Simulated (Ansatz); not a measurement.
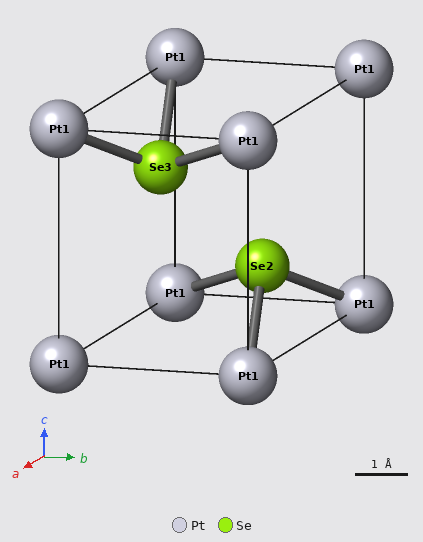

**Figure 1.** The structure (ball-and-stick view of the cell of the calculation, seen at an oblique angle; atoms are numbered from 1 in the order of the input). An atom can appear more than once, as a periodic image. Near neighbours in the periodic cell (some may lie outside the picture): Pt has 6 Se at 2.51 Å; Se has 3 Pt at 2.51 Å.

# Single-point calculation of PtSe2

- system: PtSe2 (P-3m1, 3 atoms in the cell)
- method: DFT, PBE, plane waves, PAW, no spin polarisation (Ansatz 0.2.0)

The structure was built on a prototype by a generator. The geometry comes from this level: r2scan-rvv10 (a point of a series of strains). It belongs to a series of runs on one base structure; here: uniaxial_z strain -1.0%. Figures and captions count atoms from 1; the log counts them from 0 in places.

What the program printed
```
scf.n_extra_bands = 4 over 25 filled bands (N_el = 50.0): the run solves 29 bands
Engine: ansatz 0.2.0, x86_64-unknown-linux-gnu
Pseudopotentials: kind: paw
Pseudopotential: Pt, paw, valence charge 18, recommended cutoff 420 eV (normal), Pt.paw.azcp
Pseudopotential: Se, paw, valence charge 16, recommended cutoff 420 eV (normal), Se.paw.azcp
Functional definition: PBE
  parameter kappa = 0.804
  parameter beta = 0.06672455060314922
  exchange = pbe_x(kappa = kappa, mu = beta*pi^2/3)
  correlation = pbe_c(beta = beta)
Crystal: 3 atoms, lattice volume = 62.903 Å³
Basis set: ecut = 420 eV, 1241 PW (Γ), exchange–correlation on 50×50×72 points (8 copies of the dense FFT grid, shifted against one another)
Bands: 29, of which v1, the nominal top of the filled ones, is band 25 counted from 1 (24 counted from 0)
Symmetry: 12 space group operations
Space group: P-3m1 (ITA 164), of the structure as read, at distance tolerance 4.0e-5 Å
k-points: 100 of 864
Non-local potential: Pt, projectors of the file, l = 0: 3, l = 1: 2, l = 2: 2, l = 3: 1
Non-local potential: Se, projectors of the file, l = 0: 2, l = 1: 2, l = 2: 3, l = 3: 1
PAW form: soft (Blöchl's): semilocal exchange-correlation on the pseudo side does not see the compensation charge
PAW one-centre angular grid: Pt, 590 points (default); XC on 64 Gauss nodes
PAW one-centre angular grid: Se, 590 points (default); XC on 64 Gauss nodes
Initial density: superposition of atomic densities (neutral atoms: chi_scale 0, normalization atom), corrected by the library's trained network
Initial wavefunctions: pseudopotential atomic-orbital guess
Functional: x = pbe(κ = 0.804, μ = 0.2195149727645171), c = pbe(β = 0.06672455060314922)
SCF iter   1: F=—  HF=-23462.305688 eV  |F-HF|=—  |Δ(HF+E_count)|=         —  Δρ=3.20e-3  dr2=5.42e-3  ethr=1.77e-3  ⟨swp⟩=6.0  Hψ=11016  notcnv=0
preconditioner: auto → LDOS  [metal: Δε(μ)=0.033 eV  Ē_g=9.164 eV  σ=0.020 eV  W_gap=0.38  n_scr=22 (ndim 8)  ℏωp=22.0 eV  f_vac=0.046  D(μ)=0.62/eV (n_scr^D=2)  β→1.0]
SCF iter   2: F=—  HF=-23462.307897 eV  |F-HF|=—  |Δ(HF+E_count)|=   2.21e-3  Δρ=1.87e-3  dr2=3.43e-3  ethr=1.08e-5  ⟨swp⟩=2.0  Hψ=5197  notcnv=0
SCF iter   3: F=—  HF=-23462.307254 eV  |F-HF|=—  |Δ(HF+E_count)|=   6.43e-4  Δρ=3.30e-4  dr2=6.49e-5  ethr=6.87e-6  ⟨swp⟩=2.0  Hψ=4164  notcnv=0
SCF iter   4: F=—  HF=-23462.307219 eV  |F-HF|=—  |Δ(HF+E_count)|=   3.48e-5  Δρ=4.25e-5  dr2=7.05e-7  ethr=1.30e-7  ⟨swp⟩=2.0  Hψ=5290  notcnv=0
iter 5 did not close the SCF: its close was put off for the readings that it lacked (scf_convergence_deferred on its scf_iter line)
SCF iter   5: F=-23462.307219 eV  HF=-23462.307220 eV  |F-HF|=5.14e-8  |Δ(HF+E_count)|=   7.81e-7  Δρ=9.03e-6  dr2=9.83e-8  ethr=1.41e-9  ⟨swp⟩=2.0  Hψ=5303  notcnv=0
SCF iter   6: F=-23462.307220 eV  HF=-23462.307220 eV  |F-HF|=1.93e-10  |Δ(HF+E_count)|=   1.13e-9  Δρ=3.71e-6  dr2=9.22e-9  ethr=1.97e-10  ⟨swp⟩=5.9  Hψ=18885  notcnv=0
SCF 1 converged in 6 iterations: F = -23462.307220 eV  dr2 = 9.22e-9
  greatest PAW one-centre occupation: 1.000 electrons in one spin orbital (limit 2), on the Pt atom at site 0 (counted from 0), in its partial waves of l = 0
```

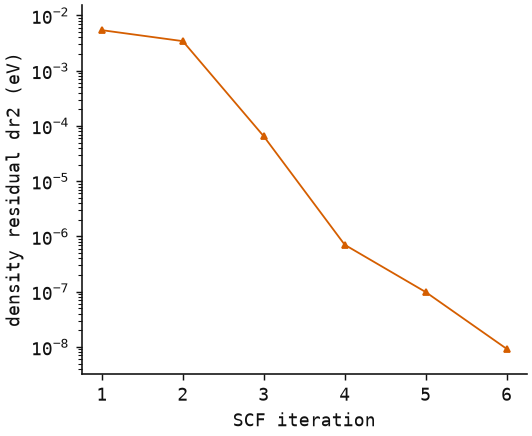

**Figure 2.** Convergence of the self-consistent field: density residual dr2 against the SCF iteration. The residual falls at every step.

```
NSCF: frozen V_eff on 8 k-points
SCF converged after 6 iterations
Free energy (F): -23462.307220 eV
Harris-Foulkes:  -23462.307220 eV  (|F-HF|=1.93e-10)
Internal energy: -23462.306317 eV  (E = F + TS)
E sigma→0 (E₀):  -23462.306768 eV
Entropy (-TS):   -0.000902 eV (-0.301 meV/atom)
Fermi energy:    12.703668 eV
--- Per-component energies (eV) ---
  E_band       = -986.175820
  E_kinetic    = 874.623171
  E_local      = -6962.674784  (includes V_loc(G=0)·N_el)
  E_nonlocal   = -990.531249
  E_hartree    = 3222.760950
  E_xc         = -470.617063
  E_vxc        = -499.817395  (∫ρ·V_xc dr)
  E_paw        = -13277.883342  (= ΣΔE_a)
  E_vpaw       = 146.702556  (= ΣTr[D̂ρ^β])
  E_aug_tail   = -0.000938  (compensation charges beyond the density's cutoff)
  E_ewald      = -5857.983061
  E_smearing   = -0.000902  (= −TS)
  E_closure    = 0.000000  (closes the sum)
  Σ components = -23462.307220   (vs F -23462.307220, Δ=0.00e0)
--- Forces (eV/Å), atoms counted from 1 ---
  atom   1  Pt     0.00000000     0.00000000     0.00000000
  atom   2  Se     0.00000000    -0.00000000     0.17745938
  atom   3  Se     0.00000000     0.00000000    -0.17745938
  max |Σ_I F_I| component: 0.00e0 eV/Å
--- Stress (GPa, compression-positive) ---
        4.679566      -0.000000       0.000000
        0.000000       4.679566      -0.000000
       -0.000000      -0.000000       2.850276
  P = ⅓ Tr σ = 4.0698 GPa (40.698 kbar)
--- Band table (eV; the first three rows and the last of 100) ---
  k-point 0: bands = ["-86.8094", "-41.0451", "-41.0451", "-40.9791", "-35.8225", "-35.8225", "-35.8205", "-35.8205", "-35.8058", "-35.8058", "-35.8018", "-35.8018", "-35.7966", "-35.7962", "-2.7951", "-0.2572", "5.6543", "6.4129", "6.4129", "8.7493", "8.7493", "10.0664", "11.6529", "11.6529", "12.9243", "14.1536", "14.1536", "16.4632", "16.7172"]
  k-point 1: bands = ["-86.8094", "-41.0451", "-41.0451", "-40.9791", "-35.8225", "-35.8225", "-35.8206", "-35.8206", "-35.8056", "-35.8056", "-35.8020", "-35.8020", "-35.7966", "-35.7962", "-2.7043", "-0.4669", "5.9838", "6.4233", "6.4233", "8.7434", "8.7434", "10.0474", "11.5503", "11.5503", "12.3242", "14.3304", "14.3304", "16.6444", "17.3269"]
  k-point 2: bands = ["-86.8094", "-41.0451", "-41.0451", "-40.9791", "-35.8224", "-35.8224", "-35.8206", "-35.8206", "-35.8051", "-35.8051", "-35.8025", "-35.8025", "-35.7966", "-35.7962", "-2.4702", "-0.9143", "6.4444", "6.4444", "6.7337", "8.7323", "8.7323", "9.9415", "11.3157", "11.3680", "11.3680", "14.6810", "14.6810", "17.1239", "18.3386"]
  k-point 99: bands = ["-86.8092", "-41.0521", "-41.0521", "-40.9783", "-35.8219", "-35.8216", "-35.8216", "-35.8205", "-35.8048", "-35.8036", "-35.8036", "-35.8034", "-35.7960", "-35.7960", "-0.8719", "-0.8719", "6.4233", "6.4233", "6.4926", "8.2105", "8.2105", "8.6387", "9.0856", "10.2380", "10.2380", "14.4965", "14.4965", "19.0155", "19.7342"]
```

File bands.tsv
```
# k_distance	band_0	band_1	band_2	band_3	band_4	band_5	band_6	band_7	band_8	band_9	band_10	band_11	band_12	band_13	band_14	band_15	band_16	band_17	band_18	band_19	band_20	band_21	band_22	band_23	band_24	band_25	band_26	band_27	band_28
# fermi_ev = 12.703668
# lock_threshold_ev = 1e-6
# [0, 0, 0] at k_distance = 0.000000
# [0.5, 0, 0] at k_distance = 0.972899
# [0.3333333333, 0.3333333333, 0] at k_distance = 1.534602
# [0, 0, 0.5] at k_distance = 2.808824
# [0.5, 0, 0.5] at k_distance = 3.781723
# [0.3333333333, 0.3333333333, 0.5] at k_distance = 4.343426
# [0, 0.25, 0.3333333333] at k_distance = 5.113050
# [0, 0.285156, 0.291667] at k_distance = 5.197847
# levels_relative_to = fermi_ev
# free_energy_ev = -23462.307220
# largest_residual_norms_ev = 2.514e-3 1.124e-3 1.561e-3 1.079e-3 4.355e-4 5.533e-4 3.395e-4 6.071e-4 3.977e-4 6.012e-4 4.768e-4 5.295e-4 4.107e-4 4.201e-4 4.002e-4 4.788e-4 7.571e-4 9.329e-4 1.013e-3 7.592e-4 9.501e-4 6.424e-4 1.158e-3 1.352e-3 1.220e-3 1.687e-3 1.654e-3 8.307e-4 1.474e-3
0.000000	-99.513103	-53.748728	-53.748728	-53.682743	-48.526158	-48.526158	-48.524216	-48.524216	-48.509427	-48.509427	-48.505468	-48.505468	-48.500253	-48.499867	-15.498783	-12.960850	-7.049410	-6.290727	-6.290727	-3.954395	-3.954395	-2.637261	-1.050797	-1.050797	0.220646	1.449919	1.449919	3.759567	4.013522
0.972899	-99.512898	-53.758512	-53.751484	-53.682053	-48.526261	-48.525150	-48.524514	-48.524451	-48.509010	-48.507841	-48.506480	-48.506402	-48.499830	-48.499773	-13.732610	-13.694794	-7.211964	-5.714967	-5.242364	-4.281361	-3.634374	-3.424424	-3.359987	-3.355679	-2.974613	0.647049	2.158294	4.648130	5.689555
1.534602	-99.512880	-53.755786	-53.755786	-53.681986	-48.525903	-48.525258	-48.525258	-48.523851	-48.509947	-48.507115	-48.507115	-48.505602	-48.499777	-48.499777	-13.594691	-13.594691	-6.733928	-6.014096	-6.014096	-4.690483	-4.690483	-3.687733	-2.793400	-1.820933	-1.820933	-0.017592	-0.017592	3.946009	7.683333
2.808824	-99.513104	-53.748735	-53.748735	-53.682763	-48.526017	-48.526017	-48.524294	-48.524294	-48.508491	-48.508491	-48.506470	-48.506470	-48.500270	-48.499850	-15.001583	-13.887168	-6.248623	-6.248623	-5.489769	-3.976520	-3.976520	-2.937057	-1.822484	-1.418534	-1.418534	2.156937	2.156937	4.745258	6.113925
3.781723	-99.512902	-53.758530	-53.751478	-53.682081	-48.526041	-48.525475	-48.524690	-48.524237	-48.508476	-48.507729	-48.507184	-48.506479	-48.499719	-48.499679	-13.872543	-13.464611	-7.486006	-5.881401	-5.675929	-4.922569	-3.522935	-3.433418	-3.163661	-2.760988	-1.515552	0.990146	1.461673	4.269630	4.752096
4.343426	-99.512882	-53.755794	-53.755794	-53.682009	-48.525537	-48.525242	-48.525242	-48.524187	-48.508488	-48.507287	-48.507287	-48.507103	-48.499618	-48.499618	-13.575610	-13.575610	-6.280395	-6.280395	-6.211073	-4.493209	-4.493209	-4.064927	-3.618060	-2.465648	-2.465648	1.792810	1.792810	6.311812	7.030533
5.113050	-99.513001	-53.753620	-53.750096	-53.682412	-48.525794	-48.525361	-48.525185	-48.524268	-48.508606	-48.507836	-48.507407	-48.505925	-48.499993	-48.499809	-14.602822	-13.539845	-6.695136	-5.997551	-5.709800	-4.875413	-4.170038	-3.399994	-1.574349	-1.325822	-0.573356	0.020623	0.918107	4.008423	5.843954
5.197847	-99.512980	-53.754696	-53.750399	-53.682335	-48.525730	-48.525493	-48.525102	-48.524259	-48.508590	-48.508092	-48.507204	-48.505864	-48.499945	-48.499802	-14.520602	-13.444198	-6.756948	-5.951313	-5.888232	-4.874827	-4.132579	-3.463495	-1.766712	-1.560566	-0.468182	-0.202045	0.985890	3.909048	5.620507
```

File rho_z.tsv
```
# z_ang	rho[e/angstrom^3]
# format = ansatz-planar-average/11
# lattice	3.728650369	0.000000000	0.000000000
# lattice	-1.864325184	3.229105941	0.000000000
# lattice	0.000000000	0.000000000	5.224385010
# sites	3
# site	78	0.000000000	0.000000000	0.000000000
# site	34	0.000000000	2.152737294	1.297949309
# site	34	1.864325184	1.076368647	3.926435701
0.000000	1.398215e0
0.145122	1.330813e0
0.290244	1.160001e0
0.435365	9.454444e-1
0.580487	7.526966e-1
0.725609	6.614862e-1
0.870731	7.564188e-1
1.015853	1.077824e0
1.160974	1.494046e0
1.306096	1.664096e0
1.451218	1.393713e0
1.596340	9.113511e-1
1.741462	5.272620e-1
1.886583	3.145869e-1
2.031705	2.096786e-1
2.176827	1.531456e-1
2.321949	1.168435e-1
2.467071	9.516165e-2
2.612193	8.828534e-2
2.757314	9.516165e-2
2.902436	1.168435e-1
3.047558	1.531456e-1
3.192680	2.096786e-1
3.337802	3.145869e-1
3.482923	5.272620e-1
3.628045	9.113511e-1
3.773167	1.393713e0
3.918289	1.664096e0
4.063411	1.494046e0
4.208532	1.077824e0
4.353654	7.564188e-1
4.498776	6.614862e-1
4.643898	7.526966e-1
4.789020	9.454444e-1
4.934141	1.160001e0
5.079263	1.330813e0
```

File v_z.tsv
```
# z_ang	v_es[eV]	v_tot[eV]
# format = ansatz-planar-average/11
# xc	pbe
# density_cutoff_ev	1680
# datasets	Pt=:simpson_from_first_knot:soft	Se=:simpson_from_first_knot:soft
# lattice	3.728650369	0.000000000	0.000000000
# lattice	-1.864325184	3.229105941	0.000000000
# lattice	0.000000000	0.000000000	5.224385010
# sites	3
# site	78	0.000000000	0.000000000	0.000000000
# site	34	0.000000000	2.152737294	1.297949309
# site	34	1.864325184	1.076368647	3.926435701
0.000000	-8.004736e-1	-1.441050e1
0.145122	-4.702427e-1	-1.400660e1
0.290244	4.103562e-1	-1.291167e1
0.435365	1.524180e0	-1.147924e1
0.580487	2.896008e0	-9.727074e0
0.725609	4.650458e0	-7.617919e0
0.870731	6.367955e0	-5.654644e0
1.015853	7.532153e0	-4.322949e0
1.160974	8.206497e0	-3.467891e0
1.306096	8.674413e0	-2.711749e0
1.451218	9.057359e0	-1.876266e0
1.596340	9.462171e0	-8.637398e-1
1.741462	9.992099e0	3.587397e-1
1.886583	1.081872e1	1.874228e0
2.031705	1.209745e1	3.801544e0
2.176827	1.362486e1	5.934296e0
2.321949	1.479386e1	7.604505e0
2.467071	1.536625e1	8.489599e0
2.612193	1.553636e1	8.760970e0
2.757314	1.536625e1	8.489599e0
2.902436	1.479386e1	7.604505e0
3.047558	1.362486e1	5.934296e0
3.192680	1.209745e1	3.801544e0
3.337802	1.081872e1	1.874228e0
3.482923	9.992099e0	3.587397e-1
3.628045	9.462171e0	-8.637398e-1
3.773167	9.057359e0	-1.876266e0
3.918289	8.674413e0	-2.711749e0
4.063411	8.206497e0	-3.467891e0
4.208532	7.532153e0	-4.322949e0
4.353654	6.367955e0	-5.654644e0
4.498776	4.650458e0	-7.617919e0
4.643898	2.896008e0	-9.727074e0
4.789020	1.524180e0	-1.147924e1
4.934141	4.103562e-1	-1.291167e1
5.079263	-4.702427e-1	-1.400660e1
```

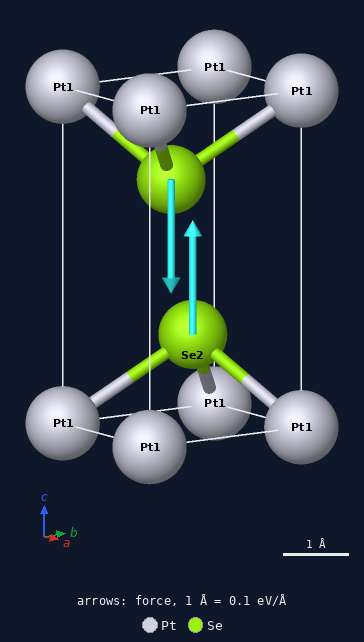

**Figure 3.** Forces on the atoms as teal arrows (ball-and-stick view of the cell of the calculation, seen slightly off an axis; atoms are numbered from 1 in the order of the input). The largest act on Se2, Se3 (0.18 eV/Å). The geometry is not a stationary point of this energy.

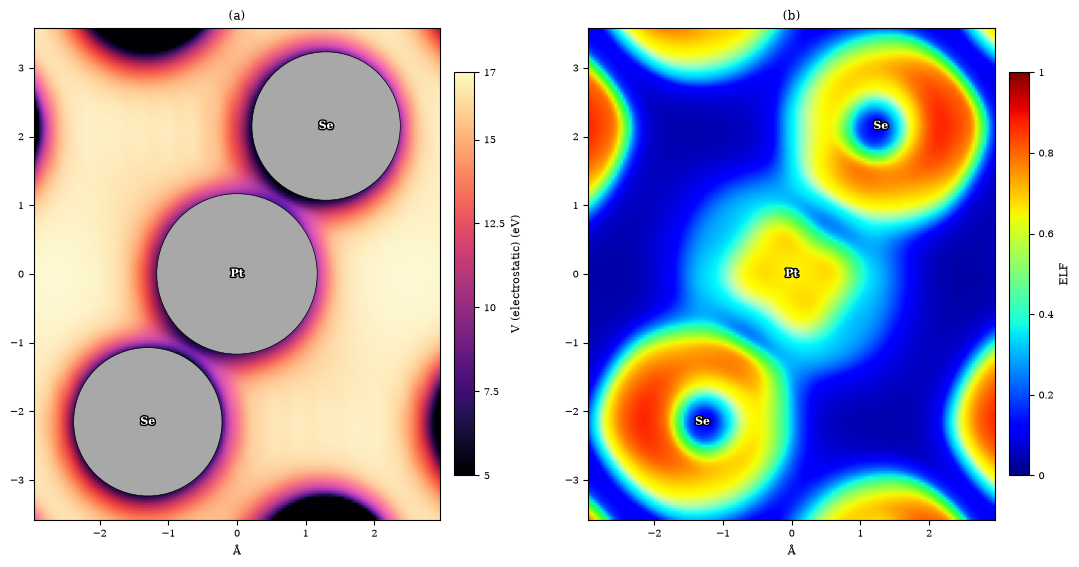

**Figure 4.** (a) electrostatic potential (local pseudopotential plus Hartree) felt by an electron; (b) ELF on the (110) plane of the conventional cell. Grey discs, where drawn, cover atomic cores. Pt–Se (2.51 Å): the ELF is about 0.50 at the midpoint. The strong features right at Pt lie inside the PAW spheres (semicore, d or f shells) and say nothing about bonding. Outside the cores the potential energy rises away from the atoms and is highest about 2.5 Å from the nearest atoms; outside the discs it spans about 11 eV, and its zero is arbitrary. Core electrons are frozen (PAW), so the fields are smoothed inside the atomic spheres.

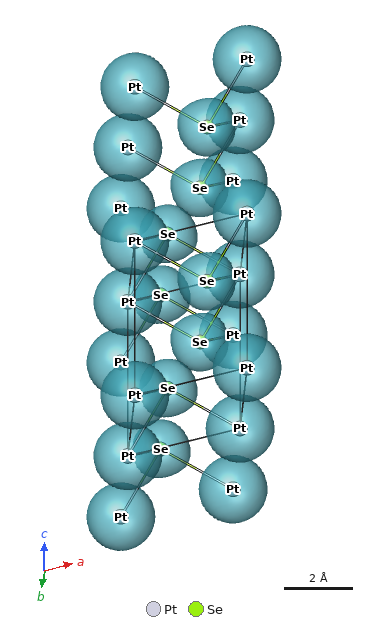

**Figure 5.** Isosurface of the valence pseudo-density at 0.8 e/Å³ (cyan), seen at an oblique angle. Sticks mark near contacts. The outline is the cell set on symmetry axes. At this value the density breaks into separate islands; it holds about 75 % of the electrons treated as valence (semicore included). It is pinched off along the Pt–Se (2.51 Å) contacts. On the grid the lowest density along these lines, outside the cores, is 0.58 e/Å³ (Pt–Se, 2.51 Å).

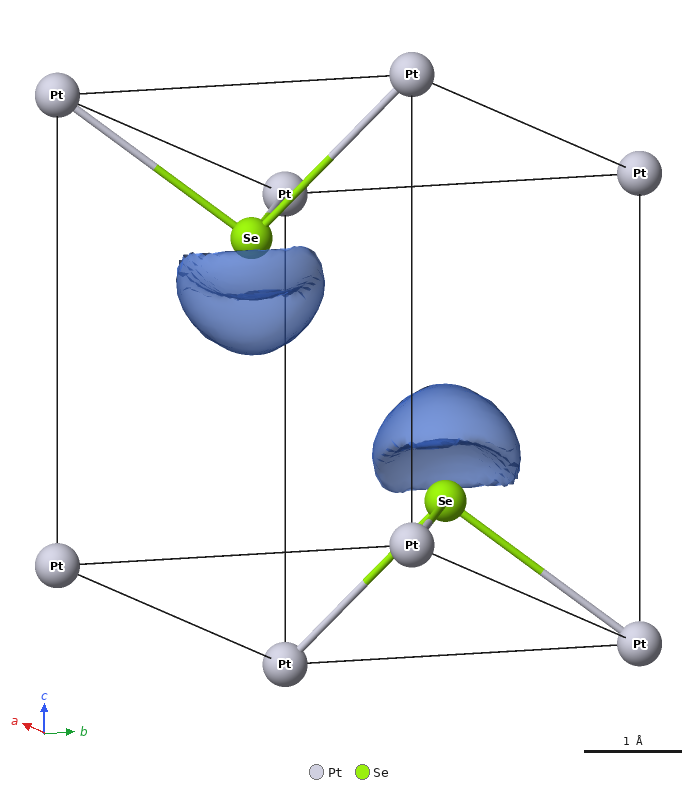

**Figure 6.** Isosurface of the ELF at 0.8 (blue), seen at an oblique angle. Core shells and regions of very low density are left out. Sticks mark near contacts. The outline is the cell set on symmetry axes. Profiles from the grid: Pt–Se (2.51 Å): the ELF is about 0.50 at the midpoint.

This output came from the following input.

Input
```yaml
crystal:
  lattice:
    - [3.7286503688, 0.0, 0.0]
    - [-1.8643251844, 3.2291059412, 0.0]
    - [0.0, 0.0, 5.2243850103]
  atoms:
    - { symbol: Pt, position: [0.0, 0.0, 0.0] }
    - { symbol: Se, position: [0.3333333333, 0.6666666667, 0.2484405929] }
    - { symbol: Se, position: [0.6666666667, 0.3333333333, 0.7515594071] }
kpoints:
  mp_grid: { grid: [12, 12, 6] }
  band_path:
    path:
      - [0.0, 0.0, 0.0]
      - [0.5, 0.0, 0.0]
      - [0.3333333333, 0.3333333333, 0.0]
      - [0.0, 0.0, 0.5]
      - [0.5, 0.0, 0.5]
      - [0.3333333333, 0.3333333333, 0.5]
      - [0.0, 0.25, 0.3333333333]
      - [0.0, 0.285156, 0.291667]
    npoints: 1
hamiltonian:
  xc: pbe
scf:
  occupations: { method: fermi_dirac, width: 0.02 }
  n_extra_bands: 4
output:
  forces: true
  stress: true
  eigenvalues: true
  write_density: true
  write_potential: true
  elf: true
  volumetric_format: npy
```

Command:
```bash
ansatz run input.yaml --threads 2 --pin off --max-ram 29491MiB --backend cpu --events-out ev --progress --plain --runs-dir out
```

Results in brief

| quantity | value |
| --- | --- |
| outcome | converged |
| space group (tolerance 0.01 Å) | P-3m1 (164) |
| electrons treated | 50 |
| free energy | −23462.3072 eV |
| Fermi energy | 12.704 eV |
| band gap | none (metallic) |
| pressure | 4.07 GPa |
| largest force (length of the vector) | 0.177 eV/Å |
| hardware | 2 threads of AMD EPYC (Zen 3), 1656 GiB of memory available, shared host |
| wall time | 3.5 s (CPU time 6.8 s) |
| peak memory | 0.58 GiB |

Notes

Spin–orbit coupling is left out, which matters for Pt.
